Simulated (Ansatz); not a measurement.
## Run report: W4Si9, geometry relaxation (part 1 of 2)

The run: geometry relaxation of W4Si9 (defect cell, 26 atoms in the cell). Method and program: DFT PBE, scalar-relativistic, plane waves, PAW, no spin polarisation (Ansatz 0.2.0).

The structure derives from an entry of the Crystallography Open Database. It belongs to a series of runs on one base structure; here: W vacancy, atoms relaxed.

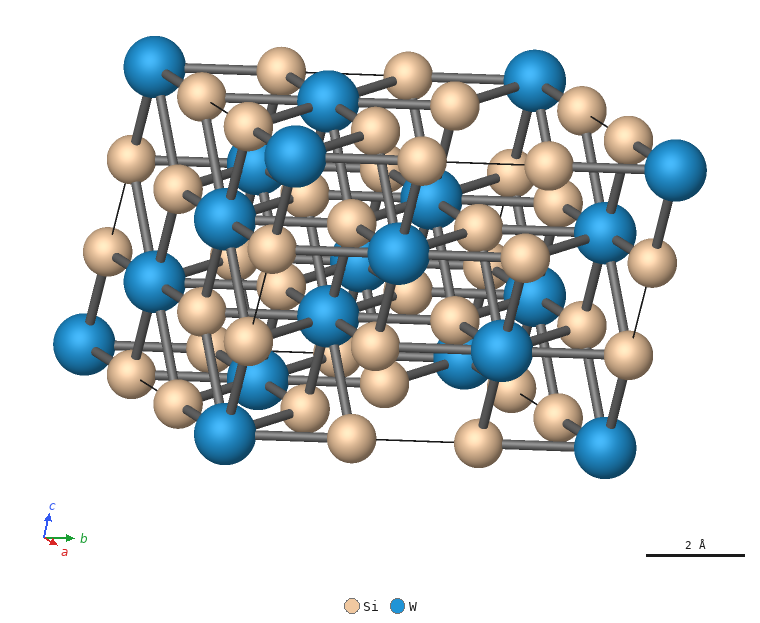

Fig. 1: The input geometry (ball-and-stick view of the cell of the calculation, seen slightly off an axis).

Key numbers

| quantity | value |
| --- | --- |
| outcome | converged |
| electrons treated | 184 |
| free energy | −94529.1732 eV |
| Fermi energy | 15.092 eV |
| gap on the k-point mesh | none (metallic) |
| pressure | −1.17 GPa |
| final volume | 369.10 Å³ |
| largest force (length of the vector) at the end | 0.009 eV/Å |
| hardware | 4 threads of Intel Xeon @ 2.30GHz, 28 GiB of memory available, shared host |
| wall time | 44 s (CPU time 2.6 min) |
| peak memory | 1.5 GiB |

Remarks

Warnings of the run: the SCF threshold is looser than advised for the printed stress. Spin–orbit coupling is left out, which matters for W.

Input file
```yaml
crystal:
  lattice:
    - [0.0, 0.0, -7.866827823]
    - [-4.8434929727, -4.8434929727, -3.9334139115]
    - [-4.8434929727, 4.8434929727, -3.9334139115]
  atoms:
    - { symbol: Si, position: [0.9987589278, 0.3333333333, 1.0] }
    - { symbol: Si, position: [0.6654255944, 0.3333333333, 0.6666666667] }
    - { symbol: Si, position: [0.3320922611, 0.3333333333, 0.3333333333] }
    - { symbol: Si, position: [0.9987589278, 0.0, 0.3333333333] }
    - { symbol: Si, position: [0.6654255944, 0.0, 1.0] }
    - { symbol: Si, position: [0.3320922611, 0.0, 0.6666666667] }
    - { symbol: Si, position: [0.9987589278, 0.6666666667, 0.6666666667] }
    - { symbol: Si, position: [0.6654255944, 0.6666666667, 0.3333333333] }
    - { symbol: Si, position: [0.3320922611, 0.6666666667, 0.0] }
    - { symbol: Si, position: [0.0012410722, 0.6666666667, 1.0] }
    - { symbol: Si, position: [0.6679077389, 0.6666666667, 0.6666666667] }
    - { symbol: Si, position: [0.3345744056, 0.6666666667, 0.3333333333] }
    - { symbol: Si, position: [0.0012410722, 0.3333333333, 0.3333333333] }
    - { symbol: Si, position: [0.6679077389, 0.3333333333, 0.0] }
    - { symbol: Si, position: [0.3345744056, 0.3333333333, 0.6666666667] }
    - { symbol: Si, position: [0.0012410722, 1.0, 0.6666666667] }
    - { symbol: Si, position: [0.6679077389, 1.0, 0.3333333333] }
    - { symbol: Si, position: [0.3345744056, 1.0, 0.0] }
    - { symbol: W, position: [0.3333333333, 0.6666666667, 0.6666666667] }
    - { symbol: W, position: [0.0, 0.6666666667, 0.3333333333] }
    - { symbol: W, position: [0.6666666667, 0.3333333333, 0.3333333333] }
    - { symbol: W, position: [0.3333333333, 0.3333333333, 0.0] }
    - { symbol: W, position: [0.0, 0.3333333333, 0.6666666667] }
    - { symbol: W, position: [0.6666666667, 1.0, 0.6666666667] }
    - { symbol: W, position: [0.3333333333, 1.0, 0.3333333333] }
    - { symbol: W, position: [1.0, 1.0, 1.0] }
basis:
  ecutwfc: 420
kpoints:
  mp_grid: { grid: [4, 4, 4] }
hamiltonian:
  xc: pbe
scf:
  occupations: { method: gaussian, width: 0.1 }
output:
  forces: true
  stress: true
  eigenvalues: true
  write_density: true
  write_potential: true
  elf: true
  volumetric_format: npy
relax:
  adjacent_minimum: "off"
  f_tol: 0.02
  max_steps: 50
```

Launch command:
```bash
ansatz run input.yaml --threads 4 --pin off --max-ram 2560MiB --backend cpu --events-out ev --progress --plain --runs-dir out
```

Output
```
Warning: output.stress: scf.convergence.dr2_threshold = 1e-7 eV (the SCF's general default) is looser than the 2.6e-9 eV advised for a printed stress (1e-10 eV for each atom of the cell: 26). What an SCF threshold leaves in a stress goes as its square root, and in the free energy as the threshold itself, and one threshold admits the most on a small cell: of the crystals measured, under no hybrid functional and no lock of the moments, on runs that ended without the residual-converged pass, on stresses that held no estimate of that error, the worst erred by over 100 MPa in a component at 1e-7 eV an atom and by under 5 at 1e-10. Every solve of this run answers to scf.convergence.dr2_threshold, and the tensor of one is reported: a single SCF on the reported geometry and on this run's grids (its basis.xc_grid and basis.ecutrho_ratio typed), with scf.convergence.dr2_threshold at 2.6e-9 eV or tighter, prints it and tightens no other solve. Else set scf.convergence.dr2_threshold to 2.6e-9 eV or tighter. The threshold is an SCF's pass mark: one that does not reach it within its budget of iterations ends unconverged, or closes short of it on a stop that the run arms, and scf.convergence.dr2_threshold's page says what that costs each kind of run
Engine: ansatz 0.2.0, x86_64-unknown-linux-gnu
Pseudopotentials: kind: paw
Pseudopotential: Si, paw, valence charge 4, recommended cutoff 420 eV (normal), Si.paw.azcp
Pseudopotential: W, paw, valence charge 14, recommended cutoff 420 eV (normal), W.paw.azcp
Functional definition: PBE
  parameter kappa = 0.804
  parameter beta = 0.06672455060314922
  exchange = pbe_x(kappa = kappa, mu = beta*pi^2/3)
  correlation = pbe_c(beta = beta)
Crystal: 26 atoms, lattice volume = 369.103 Å³
Basis set: ecut = 420 eV, 7209 PW (Γ), exchange–correlation on 108×108×108 points (8 copies of the dense FFT grid, shifted against one another)
Bands: 118, of which v1, the nominal top of the filled ones, is band 92 counted from 1 (91 counted from 0)
Symmetry: 16 space group operations
Space group: I4/mmm (ITA 139), of the structure as read, at distance tolerance 7.2e-5 Å
k-points: 13 of 64
Non-local potential: Si, projectors of the file, l = 0: 2, l = 1: 2, l = 2: 2
Non-local potential: W, projectors of the file, l = 0: 3, l = 1: 2, l = 2: 2, l = 3: 1
PAW form: soft (Blöchl's): semilocal exchange-correlation on the pseudo side does not see the compensation charge
PAW one-centre angular grid: Si, 110 points (default); XC on 64 Gauss nodes
PAW one-centre angular grid: W, 590 points (default); XC on 64 Gauss nodes
Initial density: superposition of atomic densities (neutral atoms: chi_scale 0, normalization atom), corrected by the library's trained network
Initial wavefunctions: pseudopotential atomic-orbital guess
Functional: x = pbe(κ = 0.804, μ = 0.2195149727645171), c = pbe(β = 0.06672455060314922)
SCF iter   1: F=—  HF=-94529.063159 eV  |F-HF|=—  |Δ(HF+E_count)|=         —  Δρ=4.09e-3  dr2=6.21e-2  ethr=1.77e-3  ⟨swp⟩=8.2  Hψ=7308  notcnv=0  defer=11
preconditioner: auto → Kerker (q_TF=auto, 2.429 Å⁻¹)  [metal: Δε(μ)=0.067 eV  Ē_g=7.394 eV  σ=0.100 eV  W_gap=0.34  n_scr=70 (ndim 8)  ℏωp=21.2 eV  f_vac=0.002  D(μ)=2.86/eV (n_scr^D=12)]
SCF iter   2: F=—  HF=-94529.055767 eV  |F-HF|=—  |Δ(HF+E_count)|=   7.39e-3  Δρ=2.39e-3  dr2=2.25e-2  ethr=3.37e-5  ⟨swp⟩=2.0  Hψ=2331  notcnv=0  defer=16
SCF iter   3: F=—  HF=-94529.055173 eV  |F-HF|=—  |Δ(HF+E_count)|=   5.94e-4  Δρ=5.88e-4  dr2=2.40e-3  ethr=1.22e-5  ⟨swp⟩=2.2  Hψ=1988  notcnv=0  defer=16
SCF iter   4: F=—  HF=-94529.055207 eV  |F-HF|=—  |Δ(HF+E_count)|=   3.40e-5  Δρ=1.61e-4  dr2=1.05e-4  ethr=1.30e-6  ⟨swp⟩=2.0  Hψ=1947  notcnv=0  defer=16
SCF iter   5: F=—  HF=-94529.055277 eV  |F-HF|=—  |Δ(HF+E_count)|=   6.99e-5  Δρ=6.55e-5  dr2=3.92e-5  ethr=5.68e-8  ⟨swp⟩=2.2  Hψ=2061  notcnv=0  defer=16
SCF iter   6: F=—  HF=-94529.055281 eV  |F-HF|=—  |Δ(HF+E_count)|=   4.29e-6  Δρ=3.20e-5  dr2=1.01e-5  ethr=2.13e-8  ⟨swp⟩=2.0  Hψ=1787  notcnv=0  defer=16
SCF iter   7: F=-94529.055290 eV  HF=-94529.055290 eV  |F-HF|=5.52e-7  |Δ(HF+E_count)|=   8.82e-6  Δρ=1.35e-5  dr2=2.48e-6  ethr=5.43e-9  ⟨swp⟩=19.8  Hψ=13596  notcnv=0
SCF 1 converged in 7 iterations: F = -94529.055290 eV  dr2 = 2.48e-6
  greatest PAW one-centre occupation: 1.000 electrons in one spin orbital (limit 2), on the W atom at site 24 (counted from 0), in its partial waves of l = 0
relax step   1: F+E_penalty+E_count = -94529.05528972 eV  Δ(F+E_penalty+E_count) = +0.000e0 eV  max|allowed force component| = 4.304e-1 eV/Å  Δτ_max = 0.0000 Å  (7 SCF iters, dr2 threshold 1.00e-5 eV, accepted)
Initial density: handed on by an earlier stage of this run
Initial wavefunctions: those handed on with the density
iter 1 solved again at ethr=3.25e-5 eV; its pass at ethr=3.10e-3 eV (dr2=5.97e-2 eV) is discarded
SCF iter   1: F=—  HF=-94529.168139 eV  |F-HF|=—  |Δ(HF+E_count)|=         —  Δρ=3.11e-3  dr2=6.10e-2  ethr=3.25e-5  ⟨swp⟩=2.0  Hψ=4460  notcnv=0  defer=249
preconditioner: auto → Kerker (q_TF=auto, 2.429 Å⁻¹)  [metal: Δε(μ)=0.067 eV  Ē_g=7.391 eV  σ=0.100 eV  W_gap=0.34  n_scr=70 (ndim 8)  ℏωp=21.2 eV  f_vac=0.000  D(μ)=2.79/eV (n_scr^D=12)]
SCF iter   2: F=—  HF=-94529.157929 eV  |F-HF|=—  |Δ(HF+E_count)|=   1.02e-2  Δρ=1.85e-3  dr2=2.26e-2  ethr=3.25e-5  ⟨swp⟩=1.2  Hψ=1287  notcnv=0  defer=249
SCF iter   3: F=—  HF=-94529.152529 eV  |F-HF|=—  |Δ(HF+E_count)|=   5.40e-3  Δρ=3.21e-4  dr2=8.34e-4  ethr=1.23e-5  ⟨swp⟩=2.3  Hψ=1994  notcnv=0  defer=249
SCF iter   4: F=—  HF=-94529.152715 eV  |F-HF|=—  |Δ(HF+E_count)|=   1.86e-4  Δρ=1.18e-4  dr2=4.11e-5  ethr=4.53e-7  ⟨swp⟩=2.0  Hψ=2050  notcnv=0  defer=249
SCF iter   5: F=-94529.152710 eV  HF=-94529.152711 eV  |F-HF|=7.30e-7  |Δ(HF+E_count)|=   4.19e-6  Δρ=2.17e-5  dr2=2.85e-6  ethr=6.29e-9  ⟨swp⟩=21.6  Hψ=16607  notcnv=0
SCF 2 converged in 5 iterations: F = -94529.152710 eV  dr2 = 2.85e-6
relax step   2: F+E_penalty+E_count = -94529.15271029 eV  Δ(F+E_penalty+E_count) = -9.742e-2 eV  max|allowed force component| = 3.760e-1 eV/Å  Δτ_max = 0.0376 Å  (5 SCF iters, dr2 threshold 1.16e-5 eV, accepted)
SCF iter   1: F=—  HF=-94529.175959 eV  |F-HF|=—  |Δ(HF+E_count)|=         —  Δρ=1.38e-3  dr2=1.68e-2  ethr=4.42e-5  ⟨swp⟩=2.2  Hψ=2739  notcnv=0  defer=252
preconditioner: auto → Kerker (q_TF=auto, 2.429 Å⁻¹)  [metal: Δε(μ)=0.068 eV  Ē_g=7.383 eV  σ=0.100 eV  W_gap=0.35  n_scr=70 (ndim 8)  ℏωp=21.2 eV  f_vac=0.000  D(μ)=2.85/eV (n_scr^D=12)]
SCF iter   2: F=—  HF=-94529.173779 eV  |F-HF|=—  |Δ(HF+E_count)|=   2.18e-3  Δρ=8.21e-4  dr2=6.22e-3  ethr=9.16e-6  ⟨swp⟩=1.0  Hψ=1768  notcnv=0  defer=252
SCF iter   3: F=—  HF=-94529.172837 eV  |F-HF|=—  |Δ(HF+E_count)|=   9.42e-4  Δρ=1.22e-4  dr2=1.10e-4  ethr=3.38e-6  ⟨swp⟩=2.0  Hψ=1925  notcnv=0  defer=252
SCF iter   4: F=—  HF=-94529.172823 eV  |F-HF|=—  |Δ(HF+E_count)|=   1.44e-5  Δρ=5.30e-5  dr2=1.02e-5  ethr=5.98e-8  ⟨swp⟩=2.0  Hψ=2058  notcnv=0  defer=252
SCF iter   5: F=-94529.172821 eV  HF=-94529.172822 eV  |F-HF|=6.73e-7  |Δ(HF+E_count)|=   9.82e-7  Δρ=1.45e-5  dr2=1.23e-6  ethr=4.80e-9  ⟨swp⟩=18.9  Hψ=13912  notcnv=0
SCF 3 converged in 5 iterations: F = -94529.172821 eV  dr2 = 1.23e-6
  greatest PAW one-centre occupation: 1.000 electrons in one spin orbital (limit 2), on the W atom at site 25 (counted from 0), in its partial waves of l = 0
relax step   3: F+E_penalty+E_count = -94529.17282109 eV  Δ(F+E_penalty+E_count) = -2.011e-2 eV  max|allowed force component| = 3.302e-2 eV/Å  Δτ_max = 0.0171 Å  (5 SCF iters, dr2 threshold 8.84e-6 eV, accepted)
SCF iter   1: F=—  HF=-94529.172893 eV  |F-HF|=—  |Δ(HF+E_count)|=         —  Δρ=1.54e-4  dr2=3.14e-4  ethr=1.04e-6  ⟨swp⟩=2.2  Hψ=2611  notcnv=0
preconditioner: auto → Kerker (q_TF=auto, 2.429 Å⁻¹)  [metal: Δε(μ)=0.069 eV  Ē_g=7.384 eV  σ=0.100 eV  W_gap=0.35  n_scr=70 (ndim 8)  ℏωp=21.2 eV  f_vac=0.000  D(μ)=2.87/eV (n_scr^D=12)]
SCF iter   2: F=—  HF=-94529.172848 eV  |F-HF|=—  |Δ(HF+E_count)|=   4.50e-5  Δρ=6.84e-5  dr2=4.79e-5  ethr=1.71e-7  ⟨swp⟩=1.0  Hψ=1768  notcnv=0
SCF iter   3: F=—  HF=-94529.173156 eV  |F-HF|=—  |Δ(HF+E_count)|=   3.07e-4  Δρ=2.81e-5  dr2=1.01e-5  ethr=2.60e-8  ⟨swp⟩=2.1  Hψ=1831  notcnv=0
SCF iter   4: F=—  HF=-94529.173154 eV  |F-HF|=—  |Δ(HF+E_count)|=   2.01e-6  Δρ=5.19e-6  dr2=1.43e-7  ethr=5.48e-9  ⟨swp⟩=2.0  Hψ=2001  notcnv=0
SCF iter   5: F=-94529.173153 eV  HF=-94529.173153 eV  |F-HF|=1.80e-8  |Δ(HF+E_count)|=   2.08e-8  Δρ=2.13e-6  dr2=3.22e-8  ethr=5.43e-11  ⟨swp⟩=14.7  Hψ=11101  notcnv=0
SCF 4 converged in 5 iterations: F = -94529.173153 eV  dr2 = 3.22e-8
relax step   4: F+E_penalty+E_count = -94529.17315346 eV  Δ(F+E_penalty+E_count) = -3.324e-4 eV  max|allowed force component| = 8.580e-3 eV/Å  Δτ_max = 0.0013 Å  (5 SCF iters, accepted)
```

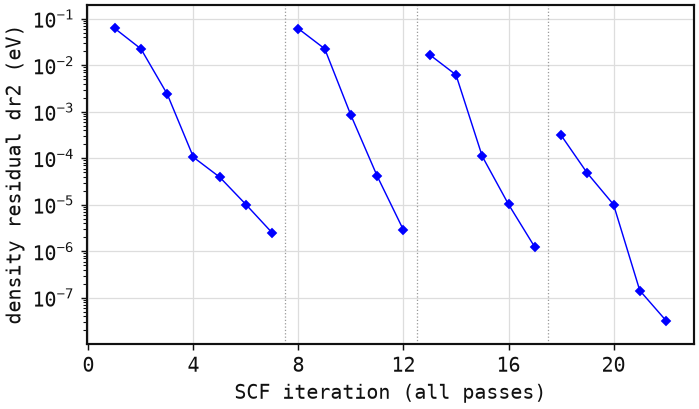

Fig. 2: Convergence of the self-consistent field: density residual dr2 against the SCF iteration. The dotted lines part the SCF passes of the relaxation: geometry steps, rejected trials and re-solves on a re-selected basis. The passes take 7, 5, 5 and 5 iterations.

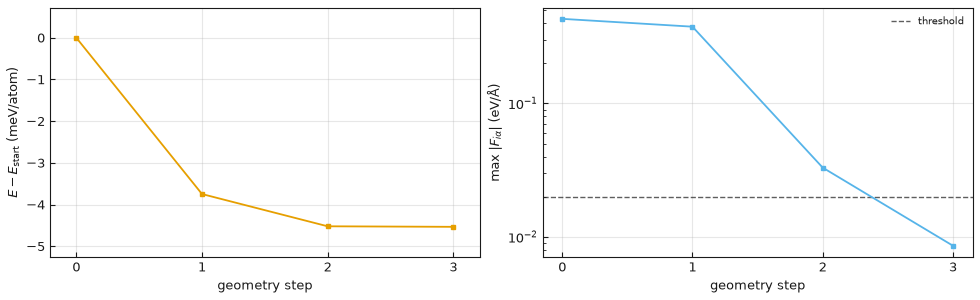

Fig. 3: Progress of the relaxation, step by step (the first geometry is step 0 here and step 1 in the log).

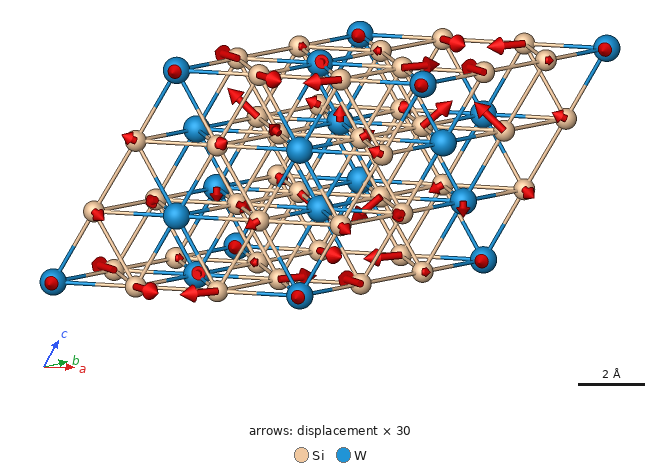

Fig. 4: The starting structure with the displacements as red arrows, magnified 30 times (ball-and-stick view of the cell of the calculation, seen at an oblique angle). The energy falls by 4.5 meV per atom in 3 geometry steps. The largest force component goes from 0.43 to 0.0086 eV/Å. The largest moves, 0.043 Å, are those of 8 atoms (Si1, Si5, Si7, Si8 and others). Largest moves by element: Si 0.043 Å, W 0.017 Å. The lattice vectors keep their values. Distances before and after: Si1–Si18 2.643 → 2.725 Å, Si1–Si14 2.603 → 2.538 Å, Si11–W19 2.632 → 2.664 Å, Si2–Si15 2.603 → 2.629 Å. (Atoms are counted from 1 in the order of the input.)

```
SCF converged after 5 iterations
Free energy (F): -94529.173153 eV
Harris-Foulkes:  -94529.173153 eV  (|F-HF|=1.80e-8)
Internal energy: -94529.158845 eV  (E = F + TS)
E sigma→0 (E₀):  -94529.165999 eV
Entropy (-TS):   -0.014308 eV (-0.550 meV/atom)
Fermi energy:    15.092236 eV
--- Per-component energies (eV) ---
  E_band       = -799.077001
  E_kinetic    = 4392.104178
  E_local      = -8686.768413  (includes V_loc(G=0)·N_el)
  E_nonlocal   = 454.364646
  E_hartree    = 3440.965447
  E_xc         = -3159.272930
  E_vxc        = -2793.558805  (∫ρ·V_xc dr)
  E_paw        = -77729.741306  (= ΣΔE_a)
  E_vpaw       = -1047.158456  (= ΣTr[D̂ρ^β])
  E_aug_tail   = -0.000525  (compensation charges beyond the density's cutoff)
  E_ewald      = -13240.809942
  E_smearing   = -0.014308  (= −TS)
  E_closure    = -0.000000  (closes the sum)
  Σ components = -94529.173153   (vs F -94529.173153, Δ=0.00e0)
--- Forces (eV/Å), atoms counted from 1 ---
  atom   1  Si     0.00224552     0.00224552     0.00358804
  atom   2  Si    -0.00664875     0.00000000    -0.00112967
  atom   3  Si    -0.00000000    -0.00664875    -0.00112967
  atom   4  Si     0.00664875     0.00000000    -0.00112967
  atom   5  Si    -0.00224552    -0.00224552     0.00358804
  atom   6  Si     0.00000000     0.00664875    -0.00112967
  atom   7  Si     0.00224552    -0.00224552     0.00358804
  atom   8  Si    -0.00224552     0.00224552     0.00358804
  atom   9  Si     0.00000000     0.00000000     0.00858023
  atom  10  Si     0.00000000     0.00000000    -0.00858023
  atom  11  Si     0.00224552    -0.00224552    -0.00358804
  atom  12  Si    -0.00224552     0.00224552    -0.00358804
  atom  13  Si    -0.00000000    -0.00664875     0.00112967
  atom  14  Si     0.00224552     0.00224552    -0.00358804
  atom  15  Si    -0.00664875     0.00000000     0.00112967
  atom  16  Si     0.00000000     0.00664875     0.00112967
  atom  17  Si     0.00664875     0.00000000     0.00112967
  atom  18  Si    -0.00224552    -0.00224552    -0.00358804
  atom  19  W      0.00224823    -0.00224823     0.00000000
  atom  20  W     -0.00224823     0.00224823     0.00000000
  atom  21  W     -0.00000000    -0.00214826    -0.00000000
  atom  22  W      0.00224823     0.00224823     0.00000000
  atom  23  W     -0.00214826     0.00000000     0.00000000
  atom  24  W     -0.00000000     0.00214826     0.00000000
  atom  25  W      0.00214826     0.00000000     0.00000000
  atom  26  W     -0.00224823    -0.00224823     0.00000000
  max |Σ_I F_I| component: 2.52e-17 eV/Å
--- Stress (GPa, compression-positive) ---
       -1.829521      -0.000000      -0.000000
       -0.000000      -1.829521       0.000000
        0.000000       0.000000       0.155187
  P = ⅓ Tr σ = -1.1680 GPa (-11.680 kbar)
--- Band table (eV; the first three rows and the last of 13) ---
```
